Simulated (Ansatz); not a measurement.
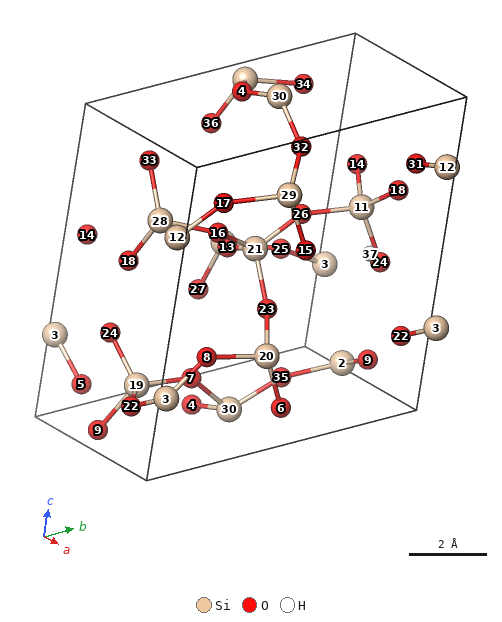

Figure 1. The structure as given in the input (ball-and-stick view of the cell of the calculation, seen slightly off an axis; atoms are numbered from 1 in the order of the input). An atom can appear more than once, as a periodic image.

## Si12HO24: molecular dynamics (part 1 of 3)

Si12HO24 (defect cell, 37 atoms in the cell), computed with DFT PBEsol, scalar-relativistic, plane waves, PAW, PAW set soft_1, spin-polarised (Ansatz 0.2.0).

The structure derives from an entry of the Crystallography Open Database. It belongs to a series of runs on one base structure; here: dynamics from the last frame of the run before. Figures and captions count atoms from 1; the log counts them from 0 in places.

## Input file
```yaml
crystal:
  lattice:
    - [-2.4585, 4.258247, 5.41]
    - [4.917, 0.0, 5.41]
    - [4.917, 8.516494, 0.0]
  atoms:
    - { symbol: Si, position: [0.09517627, 0.55751093, 0.97098329] }
    - { symbol: Si, position: [0.41139322, 0.96037939, 0.0397323] }
    - { symbol: Si, position: [0.01404527, 0.0189214, 0.26078376] }
    - { symbol: O, position: [0.31838449, 0.44808787, 1.00315957] }
    - { symbol: O, position: [0.21711145, 0.05675686, 0.13548765] }
    - { symbol: O, position: [0.8985276, 0.52172611, 0.09491925] }
    - { symbol: O, position: [0.54589051, 0.32319986, 0.16194698] }
    - { symbol: O, position: [0.91491019, 0.19585931, 0.33310632] }
    - { symbol: O, position: [0.59454386, 0.97115433, 0.08565365] }
    - { symbol: Si, position: [0.09133685, 0.57677616, 0.4452452] }
    - { symbol: Si, position: [0.3994252, 0.94379163, 0.5386571] }
    - { symbol: Si, position: [-0.03966259, -0.01418612, 0.77163914] }
    - { symbol: O, position: [0.29932511, 0.49693717, 0.49070282] }
    - { symbol: O, position: [0.13956906, 0.02246004, 0.60543107] }
    - { symbol: O, position: [0.95458418, 0.49389296, 0.6152717] }
    - { symbol: O, position: [0.58333479, 0.31872643, 0.63495516] }
    - { symbol: O, position: [0.89822874, 0.17380567, 0.8269629] }
    - { symbol: O, position: [0.51483298, 1.02188284, 0.59851319] }
    - { symbol: Si, position: [0.6122806, 0.0847774, 0.20659079] }
    - { symbol: Si, position: [0.88546328, 0.44152066, 0.27502384] }
    - { symbol: Si, position: [0.49464904, 0.51365282, 0.5221758] }
    - { symbol: O, position: [0.83843421, 0.96995648, 0.21118167] }
    - { symbol: O, position: [0.66479794, 0.51726613, 0.36375215] }
    - { symbol: O, position: [0.45484495, 0.02419967, 0.35617544] }
    - { symbol: O, position: [0.09417406, 0.80181454, 0.37553998] }
    - { symbol: O, position: [0.41184467, 0.70987734, 0.57201297] }
    - { symbol: O, position: [0.05093133, 0.5278123, 0.29892651] }
    - { symbol: Si, position: [0.55916951, 0.09864714, 0.71866768] }
    - { symbol: Si, position: [0.90621899, 0.41897942, 0.79852536] }
    - { symbol: Si, position: [0.49877785, 0.51073366, 0.01050658] }
    - { symbol: O, position: [0.76511756, 0.95611186, 0.74961394] }
    - { symbol: O, position: [0.70047797, 0.53140251, 0.88634348] }
    - { symbol: O, position: [0.39600605, 0.0964354, 0.87748699] }
    - { symbol: O, position: [0.06398181, 0.80061449, 0.89601269] }
    - { symbol: O, position: [0.44670996, 0.7168356, 0.05613902] }
    - { symbol: O, position: [0.07515286, 0.46329651, 0.84869781] }
    - { symbol: H, position: [0.77032587, 0.83142735, 0.4912819], spin: 1.0 }
magnetization:
  spin_polarized: true
basis:
  ecutwfc: 420.0
kpoints:
  mp_grid: { grid: [2, 2, 1] }
hamiltonian:
  xc: pbesol
  pseudopotentials: { kind: paw, azcp: { folder: soft_1 } }
scf:
  occupations: { method: fermi_dirac, width: 0.05 }
  lower_state_search: "off"
md:
  timestep: 0.5
  n_steps: 130
  ensemble: nvt_langevin
  temperature: 2100.0
  initial_velocities: maxwell_boltzmann
  seed: 479616
  friction: 0.005
```

Machine: 2 threads of Arm Neoverse V2, 24 GiB of memory available, shared host.

Run as:
```bash
ansatz run input.yaml --threads 2 --pin off --max-ram 5120MiB --backend cpu --events-out ev --progress --plain --runs-dir out
```

## What the program printed
```
Warning: md: disabling space-group detection — thermal motion breaks the input geometry's symmetry, so no spatial operation reduces the k-mesh or symmetrises the density; time reversal is kept, so that k and −k are solved as one point where they differ and the mesh holds both, and exact exchange and, on two spinor components, a DFT+U term hold to it where the run has them: on two components no moment then forms, and a state that bears one, which a typed moment (crystal.atoms[].spin; refused beside efield: under a hybrid functional) reaches, can lie lower, under hf by electronvolts; crystal.symmetry.detect: false (a key that needs symmetry detection or time reversal refuses this as the deck is read) with time_reversal: false beside it drops time reversal too
Warning: [file] the record states the generating functional pbe (its physics header spells it `PBE`), which answers neither for hamiltonian.xc's functional nor for the pbesol family's — results may be inconsistent (PPs are generated against a specific XC)
Warning: [file] the record states the generating functional pbe (its physics header spells it `PBE`), which answers neither for hamiltonian.xc's functional nor for the pbesol family's — results may be inconsistent (PPs are generated against a specific XC)
Warning: [file] the record states the generating functional pbe (its physics header spells it `PBE`), which answers neither for hamiltonian.xc's functional nor for the pbesol family's — results may be inconsistent (PPs are generated against a specific XC)
Engine: ansatz 0.2.0, aarch64-unknown-linux-gnu
Pseudopotentials: kind: paw
Pseudopotential: Si, paw, valence charge 4, recommended cutoff 420 eV (normal), [file]
Pseudopotential: O, paw, valence charge 6, recommended cutoff 420 eV (normal), [file]
Pseudopotential: H, paw, valence charge 1, recommended cutoff 420 eV (normal), [file]
Functional definition: PBEsol
  exchange = pbesol_x
  correlation = pbesol_c
Crystal: 37 atoms, lattice volume = 453.094 Å³
Basis set: ecut = 420 eV, 8867 PW (Γ), exchange–correlation on 100×100×144 points (8 copies of the dense FFT grid, shifted against one another)
Bands: 134, of which v1, the nominal top of the filled ones, is band 97 counted from 1 (96 counted from 0)
Symmetry: 1 space group operations
k-points: 4
Non-local potential: Si, projectors of the file, l = 0: 2, l = 1: 2, l = 2: 1
Non-local potential: O, projectors of the file, l = 0: 2, l = 1: 2, l = 2: 1
Non-local potential: H, projectors of the file, l = 0: 2, l = 1: 1
PAW form: soft (Blöchl's): semilocal exchange-correlation on the pseudo side does not see the compensation charge
PAW frozen core: Si, regenerated for the run's functional, and the local potential with it (the file was generated under x = pbe(κ = 0.804, μ = 0.2195149727645171), c = pbe(β = 0.06672455060314922))
PAW frozen core: O, regenerated for the run's functional, and the local potential with it (the file was generated under x = pbe(κ = 0.804, μ = 0.2195149727645171), c = pbe(β = 0.06672455060314922))
PAW one-centre angular grid: Si, 110 points (default); XC on 64 Gauss nodes
PAW one-centre angular grid: O, 110 points (default); XC on 64 Gauss nodes
PAW one-centre angular grid: H, 110 points (default); XC on 64 Gauss nodes
Starting moments: Σ|m| = 1 μB on 1 of 37 sites
Initial wavefunctions: pseudopotential atomic-orbital guess
Functional: x = pbesol(κ = 0.804, μ = 0.12345679012345678), c = pbesol(β = 0.046)
SCF iter   1: F=—  HF=-20985.626190 eV  |F-HF|=—  |Δ(HF+E_count)|=         —  Δρ=6.33e-2 (↑6.33e-2 ↓6.25e-2)  dr2=6.50e1  dr2_m=1.40e-2  M=1.000 μB ∫|m|=1.007 μB  β_m=1.00  ethr=3.10e-3  ⟨swp⟩=6.0  Hψ=4831  notcnv=0  defer=78
preconditioner: auto → Resta (q_TF=auto, 2.367 Å⁻¹)  ε∞=2.9  [insulator: Δε(μ)=2.851 eV  Ē_g=17.704 eV  σ=0.050 eV  W_gap=1.00  n_scr=102 (ndim 8)  ℏωp=24.2 eV  f_vac=0.010  D(μ)=0.00/eV (n_scr^D=0)  ε∞_Penn≈2.9]
spin=Collinear: Resta preconditioning applied to the charge; magnetization (m = ρ↑ − ρ↓) channel mixes plain (no charge-response kernel on spin).
SCF iter   2: F=—  HF=-20970.691443 eV  |F-HF|=—  |Δ(HF+E_count)|=    1.49e1  Δρ=2.95e-2 (↑2.95e-2 ↓2.92e-2)  dr2=1.46e1  dr2_m=3.70e-3  M=1.000 μB ∫|m|=1.020 μB  β_m=1.00  ethr=3.10e-3  ⟨swp⟩=3.0  Hψ=2092  notcnv=0  defer=257
SCF iter   3: F=—  HF=-20967.404875 eV  |F-HF|=—  |Δ(HF+E_count)|=    3.29e0  Δρ=1.54e-2 (↑1.54e-2 ↓1.54e-2)  dr2=1.88e0  dr2_m=1.56e-3  M=1.000 μB ∫|m|=1.038 μB  β_m=1.00  ethr=3.10e-3  ⟨swp⟩=3.0  Hψ=1822  notcnv=0  defer=258
SCF iter   4: F=—  HF=-20967.207859 eV  |F-HF|=—  |Δ(HF+E_count)|=   1.97e-1  Δρ=1.82e-3 (↑1.82e-3 ↓1.77e-3)  dr2=6.84e-2  dr2_m=8.00e-5  M=1.000 μB ∫|m|=1.034 μB  β_m=1.00  ethr=9.75e-4  ⟨swp⟩=3.6  Hψ=1852  notcnv=0  defer=256
SCF iter   5: F=—  HF=-20967.226158 eV  |F-HF|=—  |Δ(HF+E_count)|=   1.83e-2  Δρ=1.29e-3 (↑1.29e-3 ↓1.28e-3)  dr2=2.17e-2  dr2_m=3.13e-5  M=1.000 μB ∫|m|=1.034 μB  β_m=0.30  ethr=3.54e-5  ⟨swp⟩=2.1  Hψ=1406  notcnv=0  defer=256
Mixer restart at iter 5: flushing history
spin-set hold released at iteration 5 (site moments contracting): the magnetisation degrees of freedom join the quasi-Newton model from the next iteration; the mixer history was flushed
SCF iter   6: F=—  HF=-20967.235388 eV  |F-HF|=—  |Δ(HF+E_count)|=   9.23e-3  Δρ=9.56e-4 (↑9.56e-4 ↓9.47e-4)  dr2=1.29e-2  dr2_m=2.04e-5  M=1.000 μB ∫|m|=1.035 μB  β_m=0.65  ethr=1.13e-5  ⟨swp⟩=1.2  Hψ=818  notcnv=0  defer=256
SCF iter   7: F=—  HF=-20967.254368 eV  |F-HF|=—  |Δ(HF+E_count)|=   1.90e-2  Δρ=2.12e-4 (↑2.00e-4 ↓2.12e-4)  dr2=7.47e-4  dr2_m=2.98e-6  M=1.000 μB ∫|m|=1.037 μB  β_m=0.68  ethr=6.68e-6  ⟨swp⟩=2.0  Hψ=1416  notcnv=0  defer=256
SCF iter   8: F=—  HF=-20967.255125 eV  |F-HF|=—  |Δ(HF+E_count)|=   7.56e-4  Δρ=8.20e-5 (↑8.20e-5 ↓7.74e-5)  dr2=1.36e-4  dr2_m=6.60e-7  M=1.000 μB ∫|m|=1.038 μB  β_m=0.74  ethr=3.87e-7  ⟨swp⟩=2.0  Hψ=1595  notcnv=0  defer=256
SCF iter   9: F=—  HF=-20967.255285 eV  |F-HF|=—  |Δ(HF+E_count)|=   1.60e-4  Δρ=2.34e-5 (↑2.31e-5 ↓2.34e-5)  dr2=8.31e-6  dr2_m=1.80e-8  M=1.000 μB ∫|m|=1.038 μB  β_m=0.76  ethr=7.02e-8  ⟨swp⟩=2.0  Hψ=1540  notcnv=0  defer=256
SCF iter  10: F=—  HF=-20967.255249 eV  |F-HF|=—  |Δ(HF+E_count)|=   3.61e-5  Δρ=1.40e-5 (↑1.40e-5 ↓1.39e-5)  dr2=2.59e-6  dr2_m=4.02e-9  M=1.000 μB ∫|m|=1.038 μB  β_m=0.71  ethr=4.30e-9  ⟨swp⟩=2.0  Hψ=1786  notcnv=0  defer=256
SCF iter  11: F=—  HF=-20967.255250 eV  |F-HF|=—  |Δ(HF+E_count)|=   9.64e-7  Δρ=3.61e-6 (↑3.61e-6 ↓3.59e-6)  dr2=2.46e-7  dr2_m=1.13e-9  M=1.000 μB ∫|m|=1.038 μB  β_m=0.82  ethr=1.34e-9  ⟨swp⟩=2.2  Hψ=1406  notcnv=0  defer=256
SCF iter  12: F=-20967.255250 eV  HF=-20967.255250 eV  |F-HF|=5.74e-9  |Δ(HF+E_count)|=   4.83e-7  Δρ=1.84e-6 (↑1.79e-6 ↓1.84e-6)  dr2=4.86e-8  dr2_m=6.98e-11  M=1.000 μB ∫|m|=1.038 μB  ethr=5.18e-11  ⟨swp⟩=4.6  Hψ=3249  notcnv=0
SCF 1 converged in 12 iterations: F = -20967.255250 eV  dr2 = 4.86e-8
  greatest PAW one-centre occupation: 0.869 electrons in one spin orbital (limit 2), on the O atom at site 17 (counted from 0), in its partial waves of l = 0
md step     0: t =     0.00 fs  T =  2043.2 K  F+E_penalty+E_count = -20967.25525007 eV  E_kin = 9.772056 eV  (12 SCF iters)
Initial density: handed on by an earlier stage of this run
Starting moments: Σ|m| = 1 μB on 1 of 37 sites; this step starts from the density that it was given
Initial wavefunctions: those handed on with the density
iter 1 solved again at ethr=7.36e-6 eV; its pass at ethr=3.10e-3 eV (dr2=1.42e-2 eV) is discarded
SCF iter   1: F=—  HF=-20967.400890 eV  |F-HF|=—  |Δ(HF+E_count)|=         —  Δρ=1.04e-3 (↑1.04e-3 ↓1.01e-3)  dr2=1.57e-2  dr2_m=4.06e-5  M=1.000 μB ∫|m|=1.038 μB  β_m=0.30  ethr=7.36e-6  ⟨swp⟩=4.0  Hψ=5004  notcnv=0
preconditioner: auto → Resta (q_TF=auto, 2.367 Å⁻¹)  ε∞=3.2  [insulator: Δε(μ)=2.703 eV  Ē_g=16.484 eV  σ=0.050 eV  W_gap=1.00  n_scr=102 (ndim 8)  ℏωp=24.2 eV  f_vac=0.099  D(μ)=0.00/eV (n_scr^D=0)  ε∞_Penn≈3.2]
spin=Collinear: Resta preconditioning applied to the charge; magnetization (m = ρ↑ − ρ↓) channel mixes plain (no charge-response kernel on spin).
SCF iter   2: F=—  HF=-20967.397533 eV  |F-HF|=—  |Δ(HF+E_count)|=   3.36e-3  Δρ=6.68e-4 (↑6.68e-4 ↓6.53e-4)  dr2=7.03e-3  dr2_m=2.19e-5  M=1.000 μB ∫|m|=1.038 μB  β_m=0.57  ethr=7.36e-6  ⟨swp⟩=1.0  Hψ=1072  notcnv=0
SCF iter   3: F=—  HF=-20967.395136 eV  |F-HF|=—  |Δ(HF+E_count)|=   2.40e-3  Δρ=1.44e-4 (↑1.39e-4 ↓1.44e-4)  dr2=2.93e-4  dr2_m=1.55e-6  M=1.000 μB ∫|m|=1.038 μB  β_m=0.56  ethr=3.64e-6  ⟨swp⟩=2.0  Hψ=1656  notcnv=0
SCF iter   4: F=—  HF=-20967.395104 eV  |F-HF|=—  |Δ(HF+E_count)|=   3.21e-5  Δρ=5.16e-5 (↑4.75e-5 ↓5.16e-5)  dr2=4.74e-5  dr2_m=4.91e-7  M=1.000 μB ∫|m|=1.038 μB  β_m=0.77  ethr=1.52e-7  ⟨swp⟩=2.0  Hψ=1660  notcnv=0
SCF iter   5: F=—  HF=-20967.394887 eV  |F-HF|=—  |Δ(HF+E_count)|=   2.16e-4  Δρ=2.21e-5 (↑2.21e-5 ↓2.17e-5)  dr2=7.29e-6  dr2_m=2.59e-8  M=1.000 μB ∫|m|=1.038 μB  β_m=0.70  ethr=2.46e-8  ⟨swp⟩=2.0  Hψ=1660  notcnv=0
[...]
md step     1: t =     0.50 fs  T =  2070.5 K  F+E_penalty+E_count = -20967.39488759 eV  E_kin = 9.902203 eV  (7 SCF iters)
[... from here on the SCF iterations and repeated set-up lines of each step are left out, up to the last step ...]
md step     2: t =     1.00 fs  T =  2030.7 K  F+E_penalty+E_count = -20967.52398678 eV  E_kin = 9.711836 eV  (7 SCF iters)
md step     3: t =     1.50 fs  T =  2040.3 K  F+E_penalty+E_count = -20967.62678418 eV  E_kin = 9.757825 eV  (7 SCF iters)
md step     4: t =     2.00 fs  T =  2089.3 K  F+E_penalty+E_count = -20967.70415909 eV  E_kin = 9.992482 eV  (7 SCF iters)
md step     5: t =     2.50 fs  T =  2109.7 K  F+E_penalty+E_count = -20967.74944166 eV  E_kin = 10.090084 eV  (7 SCF iters)
md step     6: t =     3.00 fs  T =  2131.8 K  F+E_penalty+E_count = -20967.75230351 eV  E_kin = 10.195640 eV  (7 SCF iters)
md step     7: t =     3.50 fs  T =  2113.7 K  F+E_penalty+E_count = -20967.71098166 eV  E_kin = 10.108851 eV  (7 SCF iters)
md step     8: t =     4.00 fs  T =  2167.0 K  F+E_penalty+E_count = -20967.62751550 eV  E_kin = 10.363931 eV  (7 SCF iters)
md step     9: t =     4.50 fs  T =  2108.2 K  F+E_penalty+E_count = -20967.50427195 eV  E_kin = 10.082680 eV  (7 SCF iters)
md step    10: t =     5.00 fs  T =  2116.4 K  F+E_penalty+E_count = -20967.34508813 eV  E_kin = 10.121827 eV  (7 SCF iters)
md step    11: t =     5.50 fs  T =  2080.3 K  F+E_penalty+E_count = -20967.14320926 eV  E_kin = 9.949464 eV  (7 SCF iters)
md step    12: t =     6.00 fs  T =  2010.5 K  F+E_penalty+E_count = -20966.90368863 eV  E_kin = 9.615570 eV  (7 SCF iters)
md step    13: t =     6.50 fs  T =  1951.1 K  F+E_penalty+E_count = -20966.64316394 eV  E_kin = 9.331146 eV  (7 SCF iters)
```
